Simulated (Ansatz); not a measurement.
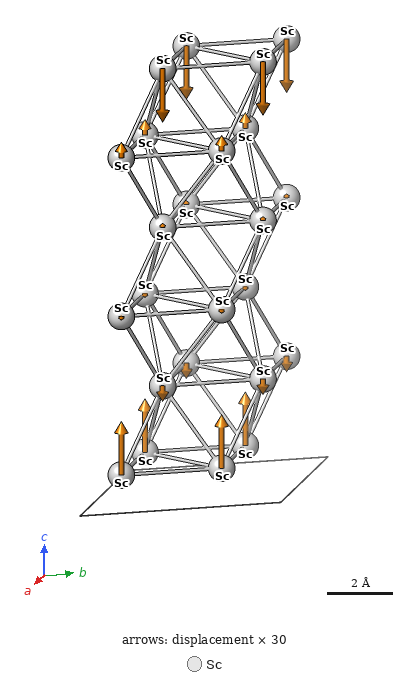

This is a relaxation of a slab of composition Sc (cut from the P6_3/mmc phase). The starting structure is drawn; orange arrows show the displacements, magnified 30 times.

Style: ball-and-stick. Shown: the 2 × 2 repeat of the cell, outlined in the plane, without the vacuum, slightly off an axis.

Case: (0 0 1) slab, atoms relaxed. The slab is the (0 0 1) face of Sc.

Theory: DFT PBEsol, scalar-relativistic, plane waves, PAW (Ansatz 0.2.0).

Input file:
```yaml
crystal:
  lattice:
    - [3.2769193511, 0.0, 0.0]
    - [-1.6384596755, 2.8378954042, 0.0]
    - [0.0, 0.0, 27.7062695259]
  atoms:
    - { symbol: Sc, position: [0.6666666667, 0.3333333333, 0.2706968541] }
    - { symbol: Sc, position: [0.3333333333, 0.6666666667, 0.3624181125] }
    - { symbol: Sc, position: [0.6666666667, 0.3333333333, 0.4541393708] }
    - { symbol: Sc, position: [0.3333333333, 0.6666666667, 0.5458606292] }
    - { symbol: Sc, position: [0.6666666667, 0.3333333333, 0.6375818875] }
    - { symbol: Sc, position: [0.3333333333, 0.6666666667, 0.7293031459] }
basis:
  ecutwfc: 420
kpoints:
  mp_grid: { grid: [12, 12, 1] }
hamiltonian:
  xc: pbesol
scf:
  occupations: { method: gaussian, width: 0.1 }
output:
  forces: true
  eigenvalues: true
relax:
  adjacent_minimum: "off"
  f_tol: 0.02
  max_steps: 60
efield:
  axis: 3
  dipole_correction: true
```

Question: Describe the change and its energy.

Answer: The largest moves relative to the layer's centre, 0.058 Å, are those of Sc1 and Sc6. Sc1 goes along the normal (+c). The cell stays as it was. Some distances before and after: Sc1–Sc2 3.168 → 3.108 Å, Sc2–Sc3 3.168 → 3.178 Å. After 2 geometry steps the energy has fallen by 13.0 meV per cell of the calculation. Largest force component: 0.19 eV/Å at the start, 0.0026 eV/Å at the end.
